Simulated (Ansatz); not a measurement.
## Run report: Zn4HO4, geometry relaxation (part 4 of 4)

Zn4HO4 (slab, 9 atoms in the cell); DFT PBEsol, scalar-relativistic, plane waves, PAW, spin-polarised (Ansatz 0.2.0); cutoff 420 eV, 9×9×1 k-mesh, Gaussian smearing of 0.05 eV, collinear spins. The structure derives from an entry of the Crystallography Open Database. The input holds or restrains some coordinates. It belongs to a series of runs on one base structure; here: H put at a top Zn site.

Geometry of the input (Å; fractional positions):
```
3.2300  0.0000  0.0000
-1.6150  2.7973  0.0000
0.0000  0.0000  27.4527
O  0.3333  0.6667  0.3096
Zn 0.6667  0.3333  0.3326
O  0.6667  0.3333  0.4046
Zn 0.3333  0.6667  0.4276
O  0.3333  0.6667  0.5031
Zn 0.6667  0.3333  0.5203
O  0.6667  0.3333  0.5986
Zn 0.3333  0.6667  0.6108
H  0.3333  0.6667  0.6669
```

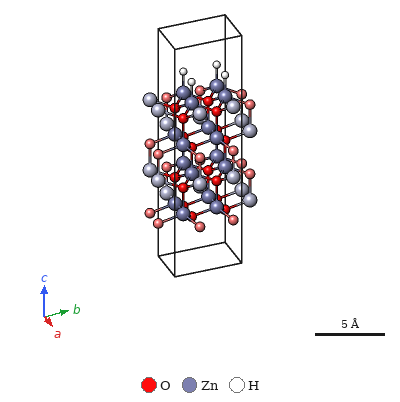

*The geometry at step 4 of the log (ball-and-stick view of the 2 × 2 repeat of the cell, with the vacuum cut short, seen slightly off an axis; neighbours outside the cell are drawn fainter).*

File populations.tsv:
```
# site	symbol	l	j	q_up	q_dn
# orbitals = lowdin
# n_electrons = 73.000000
# spilling = 0.010077
0	O	0_2S	-	0.948317	0.949245
0	O	1_2P	-	2.512927	2.631154
1	Zn	0_4S	-	0.300941	0.295835
1	Zn	2_3D	-	4.939281	4.963155
2	O	0_2S	-	0.935598	0.935542
2	O	1_2P	-	2.676131	2.673588
3	Zn	0_4S	-	0.304403	0.304700
3	Zn	2_3D	-	4.983015	4.982038
4	O	0_2S	-	0.934478	0.934766
4	O	1_2P	-	2.686967	2.675977
5	Zn	0_4S	-	0.301760	0.304127
5	Zn	2_3D	-	4.986470	4.979529
6	O	0_2S	-	0.938960	0.939909
6	O	1_2P	-	2.713412	2.630764
7	Zn	0_4S	-	0.349247	0.349770
7	Zn	2_3D	-	4.988554	4.953507
8	H	0_1S	-	0.809806	0.450513
```

Trajectory as extended XYZ (Å, eV, eV/Å), 6 frames, from step=1 to step=6:
```
9
Lattice="3.2300 0.0000 0.0000 -1.6150 2.7973 0.0000 0.0000 0.0000 27.4527" Properties=species:S:1:pos:R:3:forces:R:3 step=1 energy=-15380.68249
O     0.0000    1.8649    8.5000    0.0000   0.0000   1.3339
Zn    1.6150    0.9324    9.1313    0.0000   0.0000  -1.8074
O     1.6150    0.9324   11.1071    0.0000   0.0000   1.1401
Zn    0.0000    1.8649   11.7384    0.0000   0.0000  -0.5065
O     0.0000    1.8649   13.8121    0.0000   0.0000  -0.4026
Zn    1.6150    0.9324   14.2823    0.0000   0.0000   0.6014
O     1.6150    0.9324   16.4338    0.0000   0.0000  -1.8344
Zn    0.0000    1.8649   16.7679    0.0000   0.0000   0.2995
H     0.0000    1.8649   18.3079    0.0000   0.0000   1.1760
9
Lattice="3.2300 0.0000 0.0000 -1.6150 2.7973 0.0000 0.0000 0.0000 27.4527" Properties=species:S:1:pos:R:3:forces:R:3 step=2 energy=-15380.92618
O     0.0000    1.8649    8.5000    0.0000   0.0000   1.2506
Zn    1.6150    0.9324    9.1313    0.0000   0.0000  -1.6399
O     1.6150    0.9324   11.1071    0.0000   0.0000   0.9176
Zn    0.0000    1.8649   11.7384    0.0000   0.0000  -0.3128
O     0.0000    1.8649   13.7998    0.0000   0.0000  -0.5197
Zn    1.6150    0.9324   14.2876    0.0000   0.0000   0.6976
O     1.6150    0.9324   16.3979    0.0000   0.0000  -1.1998
Zn    0.0000    1.8649   16.8827    0.0000   0.0000   0.3963
H     0.0000    1.8649   18.4826    0.0000   0.0000   0.4100
9
Lattice="3.2300 0.0000 0.0000 -1.6150 2.7973 0.0000 0.0000 0.0000 27.4527" Properties=species:S:1:pos:R:3:forces:R:3 step=3 energy=-15381.05768
O     0.0000    1.8649    8.5000    0.0000   0.0000   1.2142
Zn    1.6150    0.9324    9.1313    0.0000   0.0000  -1.3546
O     1.6150    0.9324   11.1071    0.0000   0.0000   0.2489
Zn    0.0000    1.8649   11.7384    0.0000   0.0000  -0.2766
O     0.0000    1.8649   13.6889    0.0000   0.0000   0.1350
Zn    1.6150    0.9324   14.3497    0.0000   0.0000  -0.7422
O     1.6150    0.9324   16.2367    0.0000   0.0000   0.5991
Zn    0.0000    1.8649   16.9384    0.0000   0.0000   0.2171
H     0.0000    1.8649   18.5496    0.0000   0.0000  -0.0408
9
Lattice="3.2300 0.0000 0.0000 -1.6150 2.7973 0.0000 0.0000 0.0000 27.4527" Properties=species:S:1:pos:R:3:forces:R:3 step=4 energy=-15381.08303
O     0.0000    1.8649    8.5000    0.0000   0.0000   1.2138
Zn    1.6150    0.9324    9.1313    0.0000   0.0000  -1.3903
O     1.6150    0.9324   11.1071    0.0000   0.0000   0.3670
Zn    0.0000    1.8649   11.7384    0.0000   0.0000  -0.1683
O     0.0000    1.8649   13.7175    0.0000   0.0000  -0.0102
Zn    1.6150    0.9324   14.3517    0.0000   0.0000   0.1910
O     1.6150    0.9324   16.3343    0.0000   0.0000  -0.1172
Zn    0.0000    1.8649   17.0447    0.0000   0.0000  -0.1201
H     0.0000    1.8649   18.6482    0.0000   0.0000   0.0345
9
Lattice="3.2300 0.0000 0.0000 -1.6150 2.7973 0.0000 0.0000 0.0000 27.4527" Properties=species:S:1:pos:R:3:forces:R:3 step=5 energy=-15381.08580
O     0.0000    1.8649    8.5000    0.0000   0.0000   1.2133
Zn    1.6150    0.9324    9.1313    0.0000   0.0000  -1.3839
O     1.6150    0.9324   11.1071    0.0000   0.0000   0.3501
Zn    0.0000    1.8649   11.7384    0.0000   0.0000  -0.1661
O     0.0000    1.8649   13.7149    0.0000   0.0000  -0.0055
Zn    1.6150    0.9324   14.3545    0.0000   0.0000  -0.0106
O     1.6150    0.9324   16.3141    0.0000   0.0000  -0.0016
Zn    0.0000    1.8649   17.0163    0.0000   0.0000   0.0043
H     0.0000    1.8649   18.6250    0.0000   0.0000   0.0000
9
Lattice="3.2300 0.0000 0.0000 -1.6150 2.7973 0.0000 0.0000 0.0000 27.4527" Properties=species:S:1:pos:R:3:forces:R:3 step=6 energy=-15381.08580
O     0.0000    1.8649    8.5000    0.0000   0.0000   1.2133
Zn    1.6150    0.9324    9.1313    0.0000   0.0000  -1.3839
O     1.6150    0.9324   11.1071    0.0000   0.0000   0.3501
Zn    0.0000    1.8649   11.7384    0.0000   0.0000  -0.1661
O     0.0000    1.8649   13.7149    0.0000   0.0000  -0.0056
Zn    1.6150    0.9324   14.3545    0.0000   0.0000  -0.0106
O     1.6150    0.9324   16.3141    0.0000   0.0000  -0.0016
Zn    0.0000    1.8649   17.0163    0.0000   0.0000   0.0043
H     0.0000    1.8649   18.6250    0.0000   0.0000   0.0000
```

Summary:

- outcome: converged under the restraints of the input
- electrons treated: 73
- free energy: −15381.0858 eV
- work function, top face: 6.62 eV
- work function, bottom face: 8.11 eV
- Fermi energy: −1.749 eV
- gap on the k-point mesh: none (metallic)
- net moment of the cell: 0.37 μB
- integrated absolute moment: 0.67 μB
- final volume: 248.04 Å³
- work function (upper face): 6.62 eV
- largest force (length of the vector) at the end, held atoms and coordinates included: 1.384 eV/Å
- hardware: 2 threads of AMD EPYC (Zen 5), 32 GiB of memory available, shared host
- wall time: 53 s (CPU time 1.8 min)
- peak memory: 0.7 GiB

Remarks:

Warnings of the run: the exchange-correlation potential is rough where the density is thin.
